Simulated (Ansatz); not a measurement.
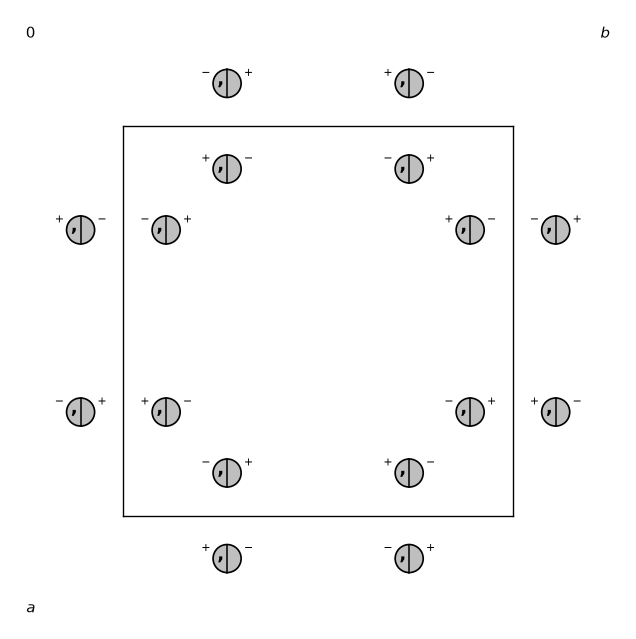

General positions of a space group, projected down c, computed from the operations of a computed or model structure of composition K.

A circle is a general position, a comma marks the mirror image, + and − with a fraction give the height (along the projection axis: ½+ is ½ plus the coordinate, − is its negative), and a split circle stands for two positions above each other.

Q: Which space group is it?

A: No. 123, P4/mmm; primitive tetragonal, point group 4/mmm, 16 general positions a cell.

Q: Write the general positions (in any order).

A: x, y, z
−x, −y, −z
−y, x, z
y, −x, −z
−x, −y, z
x, y, −z
y, −x, z
−y, x, −z
x, −y, −z
−x, y, z
−y, −x, −z
y, x, z
−x, y, −z
x, −y, z
y, x, −z
−y, −x, z
